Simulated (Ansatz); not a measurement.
System: Mo₄HS₈ (slab).

The calculation's input:

```
crystal:
  lattice:
    - [3.1493511256, 0.0, 0.0]
    - [-1.5746755628, 2.7274180802, 0.0]
    - [0.0, 0.0, 40.2678641426]
  atoms:
    - { symbol: S, position: [0.3333333333, 0.6666666667, 0.2110864378] }
    - { symbol: Mo, position: [0.6666666667, 0.3333333333, 0.2499726983] }
    - { symbol: S, position: [0.3333333333, 0.6666666667, 0.288858959] }
    - { symbol: S, position: [0.6666666667, 0.3333333333, 0.3612155065] }
    - { symbol: Mo, position: [0.3333333333, 0.6666666667, 0.4001017671] }
    - { symbol: S, position: [0.6666666667, 0.3333333333, 0.4389880277] }
    - { symbol: S, position: [0.3333333333, 0.6666666667, 0.5113246435] }
    - { symbol: Mo, position: [0.6666666667, 0.3333333333, 0.5502099391] }
    - { symbol: S, position: [0.3333333333, 0.6666666667, 0.5890961379] }
    - { symbol: S, position: [0.6666666667, 0.3333333333, 0.6615985693] }
    - { symbol: Mo, position: [0.3333333333, 0.6666666667, 0.7005069996] }
    - { symbol: S, position: [0.6666666667, 0.3333333333, 0.7394482292] }
    - { symbol: H, position: [0.0, 0.0, 0.7156078786], spin: 1.0 }
basis:
  ecutwfc: 420
kpoints:
  mp_grid: { grid: [9, 9, 1] }
hamiltonian:
  xc: pbe
  dispersion: d3bj
scf:
  occupations: { method: gaussian, width: 0.05 }
output:
  forces: true
  eigenvalues: true
  populations: true
  write_density: true
  write_potential: true
  elf: true
  volumetric_format: npy
magnetization:
  spin_polarized: true
relax:
  adjacent_minimum: "off"
  f_tol: 0.03
  max_steps: 70
  constraints: [{ sites: [0, 1, 2, 3, 4, 5] }]
efield:
  axis: 3
  dipole_correction: true
  ramp_width: 0.04
```

Command:

```sh
ansatz run input.yaml --threads 2 --pin off --max-ram 5120MiB --backend cpu --events-out ev --progress --plain --runs-dir out
```

The fields are those of the run's last geometry, not of the input's.

Spin-polarised.

All numbers below come from DFT PBE+D3(BJ), scalar-relativistic, plane waves, PAW in Ansatz 0.2.0.

Question: What will maps of the valence pseudo-density and electron localisation function show?

Answer: Mo–H (1.82 Å): ρ at the midpoint is about 1.1 e/Å³; the ELF climbs to about 1 towards the hydrogen.
Mo–S (2.40 Å): the density is about 0.61 e/Å³ at the midpoint; the ELF peaks at about 0.85 in the valence shell of S, 0.8 Å from its nucleus, and is about 0.45 at the midpoint.
Mo–S (2.49 Å): ρ at the midpoint is about 0.53 e/Å³; the ELF peaks at about 0.85 in the valence shell of S, 0.8 Å from its nucleus, and is about 0.45 at the midpoint.

Question: Metal or insulator at this level of theory?

Answer: It is gapless in this calculation (a metal or semimetal).

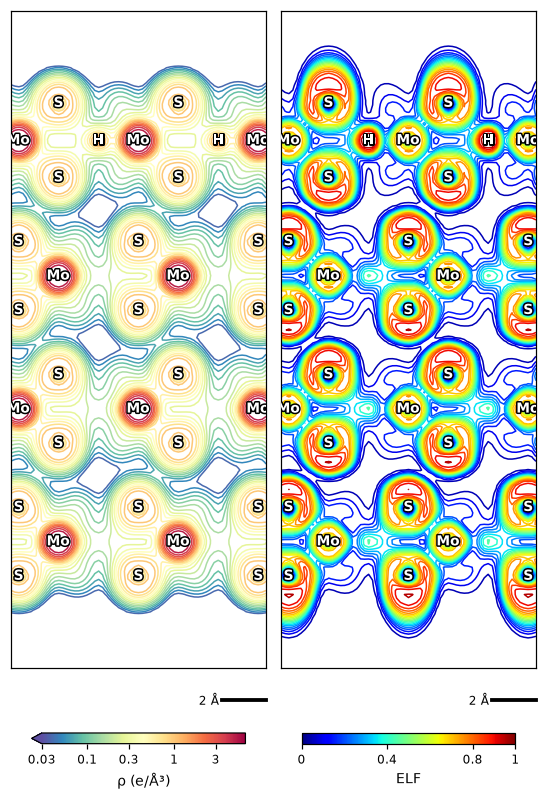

Computed valence pseudo-density and electron localisation function on the (110) plane of the calculation cell, a cut from vacuum to vacuum, in this order. 

The density is the valence pseudo-density of a PAW calculation; it isn't the true density close to the nuclei.
